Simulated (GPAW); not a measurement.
## Ga K ELNES/XANES of zinc-blende (GaAs)₁₋ₓ(GaP)ₓ at x = 0.125 from DFT

Aim: the Ga K edge in zinc-blende (GaAs)₁₋ₓ(GaP)ₓ at x = 0.125, one member of a composition series.

Main program and level: GPAW 26.7.0; X-ray absorption from dipole matrix elements to empty bands, plane-wave PAW LDA.

## 1. The structure

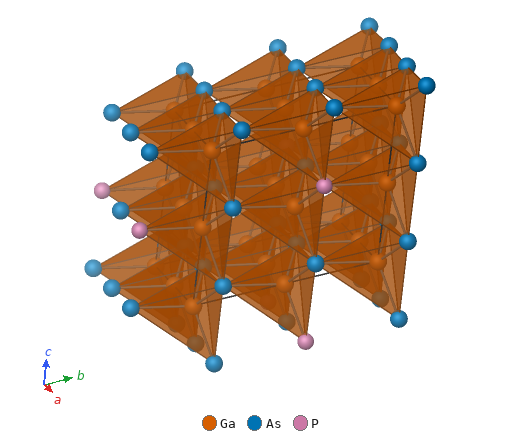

Start, viewed slightly off an axis; gallium orange, arsenic blue, phosphorus pink. Some periodic images of atoms are drawn too.

The cell holds 16 atoms: 8 Ga, 7 As and 1 P. Cell: a = 7.959 Å, b = 7.959 Å, c = 7.959 Å, α = 60.0°, β = 60.0°, γ = 60.0°. 16-atom zinc-blende cell, 1 of 8 As sites taken by P at random, lattice constants typed for the ends and interpolated (Vegard).

## 2. Relaxation

Bond lengths around the absorber set the edge shape, so the atoms are relaxed before any spectrum.

Contents of relax.py:

```python
import numpy as np
from ase import Atoms
from ase.parallel import parprint, paropen
from gpaw import GPAW, PW, FermiDirac, Mixer, MixerDif, setup_paths
from ase.optimize import BFGS

atoms = Atoms('GaAsGaAsGaAsGaPGaAsGaAsGaAsGaAs',
    cell=[[0, 5.62775, 5.62775],
     [5.62775, 0, 5.62775],
     [5.62775, 5.62775, 0]],
    scaled_positions=[[0.003881, 0.001257, 0.99871],
     [0.1245, 0.125742, 0.123393],
     [0.000204, 0.000383, 0.504889],
     [0.125794, 0.127337, 0.625096],
     [0.999859, 0.497986, 0.997381],
     [0.125973, 0.625881, 0.124745],
     [0.998001, 0.502584, 0.494965],
     [0.123955, 0.623238, 0.623961],
     [0.500026, 0.002942, 0.00141],
     [0.624269, 0.12085, 0.121515],
     [0.499688, 0.000244, 0.505573],
     [0.62625, 0.128441, 0.626342],
     [0.498096, 0.49966, 0.999751],
     [0.6231, 0.625235, 0.124721],
     [0.497754, 0.49962, 0.503132],
     [0.62729, 0.621793, 0.624828]],
    pbc=True)
atoms.calc = GPAW(legacy_gpaw=True, mode=PW(400, force_complex_dtype=True), xc='LDA', setups={},
    kpts={'size': (3, 3, 3), 'gamma': True}, occupations=FermiDirac(0.08),
    charge=0, mixer=Mixer(0.1, 5, 50), maxiter=150,
    convergence={'density': 0.0001, 'eigenstates': 1e-6}, txt='relax.txt')
steps = []
opt = BFGS(atoms, logfile='-')
opt.attach(lambda: steps.append([atoms.get_potential_energy(), float(np.linalg.norm(atoms.get_forces(), axis=1).max())]))
done = opt.run(fmax=0.05, steps=30)
out = dict(done=bool(done), steps=steps, frac=atoms.get_scaled_positions().tolist())
import json
with paropen('out.json', 'w') as f:
    json.dump(out, f)
```

Launch:

```console
OMP_NUM_THREADS=1 mpirun -n 4 gpaw python relax.py
```

Numbers of over 12 decimals in the logs are rounded to 6 here.

Output:

```text
Input parameters:
  convergence: {density: 0.0001,
                eigenstates: 1e-06}
  kpts: {gamma: True,
         size: (3, 3, 3)}
  maxiter: 150
  mixer: {backend: pulay,
          beta: 0.1,
          method: separate,
          nmaxold: 5,
          weight: 50}
  mode: {ecut: 400.0,
         force_complex_dtype: True,
         name: pw}
  occupations: {fixmagmom: False,
                name: fermi-dirac,
[...]
Forces in eV/Ang:
[...]
14 Ga   -0.01405    0.01963    0.00265
 15 As   -0.01481    0.00353    0.00470
Step     Time          Energy          fmax
BFGS:    0 02:11:43      -77.264343        1.074218
BFGS:    1 02:12:03      -77.319648        0.755926
BFGS:    2 02:12:23      -77.394784        0.139373
BFGS:    3 02:12:35      -77.396271        0.098232
BFGS:    4 02:12:47      -77.397773        0.062907
BFGS:    5 02:13:00      -77.398346        0.035827
[key lines of the parts left out:]
Converged after 6 iterations.
Dipole moment: (-25.193094, -27.005638, -27.056150) |e|*Ang
Free energy:    -77.398346
Fermi level: 4.94743
```

The job ended after 1.8 min (4 MPI ranks of Arm Neoverse V2, shared host; peak memory 0.32 GiB; 7.4 min of CPU time).

In 5 steps the energy fell by 134 meV (energies extrapolated to zero smearing) and the largest force to 0.036 eV/Å. Atom 10 (As; the text counts from 1, the script from 0) is among those that moved most, by 0.06 Å.

## 3. The field without a hole

The ground state comes first: it tells whether the system has a gap, which decides how the excited electron is treated.

Contents of scf.py:

```python
import numpy as np
from ase import Atoms
from ase.parallel import parprint, paropen
from gpaw import GPAW, PW, FermiDirac, Mixer, MixerDif, setup_paths
from gpaw.test import gen
setup_paths.insert(0, '.')
gen('Ga', name='nch1s', xcname='LDA', corehole=(1, 0, 0), write_xml=True)
from gpaw.mpi import world
world.barrier()

atoms = Atoms('GaAsGaAsGaAsGaPGaAsGaAsGaAsGaAs',
    cell=[[0, 5.62775, 5.62775],
     [5.62775, 0, 5.62775],
     [5.62775, 5.62775, 0]],
    scaled_positions=[[0.0009115, 0.0007737, 0.999607],
     [0.1242014, 0.1251696, 0.1268444],
     [0.0033704, 0.9934399, 0.5039683],
     [0.1265328, 0.1265317, 0.624583],
     [0.0007916, 0.5022762, 0.992567],
     [0.1248743, 0.6256111, 0.1220868],
     [0.0014457, 0.5036801, 0.4989937],
     [0.1236418, 0.6252186, 0.6240505],
     [0.4991501, 0.9996552, 0.0007952],
     [0.6256766, 0.1231495, 0.1264882],
     [0.5017205, 0.0000074, 0.5017561],
     [0.626132, 0.1262526, 0.6258099],
     [0.5000558, 0.4982236, 0.0003753],
     [0.6237711, 0.624662, 0.1251692],
     [0.4919413, 0.5035138, 0.5021456],
     [0.6244221, 0.6250386, 0.6251891]],
    pbc=True)
atoms.calc = calc = GPAW(legacy_gpaw=True, mode=PW(400, force_complex_dtype=True), xc='LDA', setups={0: 'nch1s'},
    kpts={'size': (3, 3, 3), 'gamma': True}, occupations=FermiDirac(0.05),
    charge=0, mixer=Mixer(0.1, 5, 50), maxiter=150,
    convergence={'density': 0.0001, 'eigenstates': 1e-6}, txt='scf.txt')
energy = atoms.get_potential_energy() + calc.get_reference_energy()
ef = calc.get_fermi_level()
out = dict(energy=energy, fermi=ef, forces=atoms.get_forces().tolist())
parprint(f'all-electron energy {energy:.4f} eV, Fermi level {ef:.4f} eV')
ev = np.array([[calc.get_eigenvalues(k, s) for k in range(len(calc.get_ibz_k_points()))] for s in range(calc.get_number_of_spins())])
out['homo'], out['lumo'], out['counts'] = ev[ev < ef].max(), ev[ev > ef].min(), sorted(set((ev < ef).sum((0, 2)).tolist()))
out['filled'] = (ev[:, 0] < ef).sum(1).tolist()
import json
with paropen('out.json', 'w') as f:
    json.dump(out, f)
```

Launch:

```console
OMP_NUM_THREADS=1 mpirun -n 4 gpaw python scf.py
```

Output:

```text
Input parameters:
  convergence: {density: 0.0001,
                eigenstates: 1e-06}
  kpts: {gamma: True,
         size: (3, 3, 3)}
  maxiter: 150
  mixer: {backend: pulay,
          beta: 0.1,
          method: separate,
          nmaxold: 5,
          weight: 50}
  mode: {ecut: 400.0,
         force_complex_dtype: True,
         name: pw}
  occupations: {fixmagmom: False,
                name: fermi-dirac,
                width: 0.05}
  setups: {0: nch1s}

Initialize ...

[... PAW data sets ...]

Reference energy: -861676.409391  # eV

Spin-paired calculation

[... convergence settings ...]
Symmetries present (total): 1
  [... symmetry matrices ...]

27 k-points: 3 x 3 x 3 Monkhorst-Pack grid
14 k-points in the irreducible part of the Brillouin zone
       k-points in crystal coordinates                weights
   0:     0.00000000    0.00000000    0.00000000          1/27
   1:     0.00000000    0.00000000    0.33333333          2/27
   2:     0.00000000    0.33333333   -0.33333333          2/27
   3:     0.00000000    0.33333333    0.00000000          2/27
   4:     0.00000000    0.33333333    0.33333333          2/27
   5:     0.33333333   -0.33333333   -0.33333333          2/27
   6:     0.33333333   -0.33333333    0.00000000          2/27
   7:     0.33333333   -0.33333333    0.33333333          2/27
   8:     0.33333333    0.00000000   -0.33333333          2/27
   9:     0.33333333    0.00000000    0.00000000          2/27
          ...
  13:     0.33333333    0.33333333    0.33333333          2/27

Wave functions: Plane wave expansion
  Cutoff energy: 400.000 eV
  Number of coefficients (min, max): 6423, 6481
  Pulay-stress correction: 0.000000 eV/Ang^3 (de/decut=0.000000)
  Using FFTW library
  Wavefunction extrapolation:
    Improved wavefunction reuse through dual PAW basis

Occupation numbers: Fermi-Dirac:
  width: 0.0500  # eV

Eigensolver
   Davidson(niter=2)

Densities:
  Coarse grid: 40*40*40 grid
  Fine grid: 80*80*80 grid
  Total Charge: 0.000000

Density mixing:
  Method: separate
  Backend: pulay
  Linear mixing parameter: 0.1
  old densities: 5
  Width of damping distribution: 1.1
  Damping of long wavelength oscillations: 50

[... Hamiltonian set-up ...]
Number of atoms: 16
Number of atomic orbitals: 64
Number of bands in calculation: 43
Number of valence electrons: 64
Bands to converge: occupied

... initialized

Initializing position-dependent things.

Density initialized from atomic densities
Creating initial wave functions:
  43 bands from LCAO basis set

                        As
                  Ga
                As
                    Ga
                  As
           Ga            Ga
         As  Ga        P   Ga
              As
                  Ga
                As
                    Ga
       As

Atomic positions and initial magnetic moments

Positions:
   0 Ga     5.629892    5.630668    0.009484    ( 0.0000,  0.0000,  0.0000)
   1 As     1.418272    1.412823    1.403398    ( 0.0000,  0.0000,  0.0000)
   2 Ga     8.427039    2.855175    5.609799    ( 0.0000,  0.0000,  0.0000)
   3 As     4.227086    4.227092    1.424184    ( 0.0000,  0.0000,  0.0000)
   4 Ga     8.412604    5.590374    2.831140    ( 0.0000,  0.0000,  0.0000)
   5 As     4.207857    1.389835    4.223544    ( 0.0000,  0.0000,  0.0000)
   6 Ga     5.642797    2.816348    2.842722    ( 0.0000,  0.0000,  0.0000)
[...]
13 As     4.219863    4.214849    7.025869    ( 0.0000,  0.0000,  0.0000)
  14 Ga     5.659600    5.594473    5.602172    ( 0.0000,  0.0000,  0.0000)
  15 As     7.035969    7.032499    7.031652    ( 0.0000,  0.0000,  0.0000)

Unit cell:
           periodic     x           y           z      points  spacing
  1. axis:    yes    0.000000    5.627750    5.627750    40     0.1625
  2. axis:    yes    5.627750    0.000000    5.627750    40     0.1625
  3. axis:    yes    5.627750    5.627750    0.000000    40     0.1625

  Lengths:   7.958840   7.958840   7.958840
  Angles:   60.000000  60.000000  60.000000

Effective grid spacing dv^(1/3) = 0.1773

iter:   1   -78.577608
iter:   2   -78.226443   -2.15  -0.86
iter:   3   -77.515159   -1.61  -0.91
iter:   4   -77.462779   -3.15  -1.41
iter:   5   -77.431786   -2.38  -1.51
iter:   6   -77.423983   -2.77  -1.92
iter:   7   -77.409933c  -4.44  -1.91
iter:   8   -77.399950c  -3.25  -2.05
iter:   9   -77.402608c  -3.65  -2.41
iter:  10   -77.397283c  -4.04  -2.28
iter:  11   -77.397295c  -5.60  -3.64
iter:  12   -77.397293c  -6.30c -3.66
iter:  13   -77.397288c  -6.45c -3.59
iter:  14   -77.397286c  -7.53c -3.95
iter:  15   -77.397287c  -7.55c -4.17c

Converged after 15 iterations.

Dipole moment: (-25.190414, -27.002591, -27.053268) |e|*Ang

Energy contributions relative to reference atoms: (reference = -861676.409391)

Kinetic:       +209.100181
Potential:     -186.212462
External:        +0.000000
XC:            -100.451495
Entropy (-ST):   -0.000509
Local:           +0.166743
SIC:             +0.000000
--------------------------
Free energy:    -77.397542
Extrapolated:   -77.397287

Showing only first 2 kpts
 Kpt  Band  Eigenvalues  Occupancy
  0    30      4.64947    1.99243
  0    31      4.65044    1.99228
  0    32      5.15128    0.02278
  0    33      5.58723    0.00000

  1    30      4.26957    2.00000
  1    31      4.27061    2.00000
  1    32      5.81506    0.00000
  1    33      6.25413    0.00000

Fermi level: 4.92811

Gap: 0.501 eV
Transition (v -> c):
  (s=0, k=0, n=31, [0.00, 0.00, 0.00]) -> (s=0, k=0, n=32, [0.00, 0.00, 0.00])
No difference between direct/indirect transitions

Forces in eV/Ang:
  0 Ga   -0.01225    0.00622   -0.00287
  1 As   -0.00860   -0.01261    0.01352
  2 Ga    0.00307   -0.02910   -0.00162
  3 As   -0.00783   -0.01120   -0.01931
  4 Ga    0.00203    0.01189   -0.00301
  5 As    0.02255    0.02751   -0.00732
  6 Ga    0.00717    0.01575   -0.00637
[...]
13 As    0.00061    0.01213    0.00878
 14 Ga   -0.01487    0.01967    0.00259
 15 As   -0.01142    0.00315    0.00554
Scalar-relativistic atomic LDA calculation for Ga (Gallium, Z=31)
Core hole in 1s state (1s occupation: 2.0)
600 radial gridpoints.
|------------------------------------------------|
|------------------------------------------------|
[... the atom generator's iteration count ...]

Energy contributions:
-------------------------
Kinetic:    +1972.184799
XC:           -72.597836
Potential:  -3840.247246
-------------------------
Total:      -1940.660283

state      eigenvalue         ekin         rmax
-----------------------------------------------
1s^2.0 :  -375.030000   481.718074        0.032
2s^2.0 :   -46.288952    91.904266        0.183
2p^6.0 :   -40.360200    89.727351        0.146
3s^2.0 :    -5.415739    20.699600        0.565
3p^6.0 :    -3.626001    18.420027        0.567
3d^10.0:    -0.713236    12.977628        0.531
4s^2.0 :    -0.336865     1.972734        1.883
4p^1.0 :    -0.100461     0.934904        2.519
-----------------------------------------------
(units: Bohr and Hartree)

Generating PAW setup
Kinetic energy of the core from tauc = 1987.570136
Cutoffs:
rc(s)=2.200
rc(p)=2.200
rc(d)=2.200
rc(vbar)=1.980
rc(comp)=2.200
rc(nct)=2.200

Kinetic energy of the core states: 1967.304428
Charge: 0.0
Core electrons: 28.0
Valence electrons: 3.0
Pseudo-core charge: 1.942142
Shape function alpha=2.066
Pseudo-electron charge 5.235165
state    eigenvalue         norm
--------------------------------
4s(2) :    -0.336865     1.140380
*s    :     0.663135
4p(1) :    -0.100461     1.012264
*p    :     0.899539
*d    :     0.000000
--------------------------------

Diagonalizing with gridspacing h=0.050

state   all-electron     PAW
-------------------------------
4s:      -0.336865    -0.337024
4p:      -0.100461    -0.100552
*d:                    0.030615
*f:                    0.065359
-------------------------------
all-electron energy -861753.8067 eV, Fermi level 4.9281 eV
```

Elapsed: 34 s, on 4 MPI ranks; peak memory 0.32 GiB.

The mesh shows a gap of 0.50 eV. The excited electron is kept all the same, so that all members of the series, with or without a gap, are treated alike.

## 4. Cell without a hole, the energy reference

The photon energy needs a difference of total energies, so the cell and mesh of the coming hole run are first run without a hole.

scf.py, as its differences from that of step 3:

```diff
@@ -32,3 +32,3 @@
 atoms.calc = calc = GPAW(legacy_gpaw=True, mode=PW(400, force_complex_dtype=True), xc='LDA', setups={0: 'nch1s'},
-    kpts={'size': (3, 3, 3), 'gamma': True}, occupations=FermiDirac(0.05),
+    kpts={'size': (3, 3, 3), 'gamma': True}, occupations=FermiDirac(0.02),
     charge=0, mixer=Mixer(0.1, 5, 50), maxiter=150,
```

Output:

```text
Input parameters:
  convergence: {density: 0.0001,
                eigenstates: 1e-06}
  kpts: {gamma: True,
         size: (3, 3, 3)}
  maxiter: 150
  mixer: {backend: pulay,
          beta: 0.1,
          method: separate,
          nmaxold: 5,
          weight: 50}
  mode: {ecut: 400.0,
         force_complex_dtype: True,
         name: pw}
  occupations: {fixmagmom: False,
                name: fermi-dirac,
[...]
4s(2) :    -0.336865     1.140380
*s    :     0.663135
4p(1) :    -0.100461     1.012264
*p    :     0.899539
*d    :     0.000000
--------------------------------

Diagonalizing with gridspacing h=0.050

state   all-electron     PAW
-------------------------------
4s:      -0.336865    -0.337024
4p:      -0.100461    -0.100552
*d:                    0.030615
*f:                    0.065359
-------------------------------
all-electron energy -861753.8068 eV, Fermi level 4.9114 eV
[key lines of the parts left out:]
Converged after 15 iterations.
Dipole moment: (-25.190022, -27.002287, -27.052964) |e|*Ang
Free energy:    -77.397457
Fermi level: 4.91140
```

The job ended after 34 s (4 MPI ranks; peak memory 0.32 GiB; 2.3 min of CPU time).

Reference energy: -861753.807 eV with the cores included.

(Continued in part 2 of 2.)

[Banner, clock and machine lines of the logs are left out without a mark of their own.]

[Logs are printed without paths, hosts, clocks, repeated set-up lines and the standing remarks that a program may print on its own settings, such as how far it seeks lower states.]

[Hosts, paths, dates, database ids (printed as entryN), source tags and the programs' standing remarks are cut or masked in the printed files.]

[Lists of maxima count a maximum above −3 eV only where it reaches 4 % of the highest in the window and stands out from its surroundings by 2 % of it (1.5 % where it reaches 55 %); shoulders and weaker maxima are passed over, and of the rest the first, up to two pre-edge ones and the few strongest are named.]
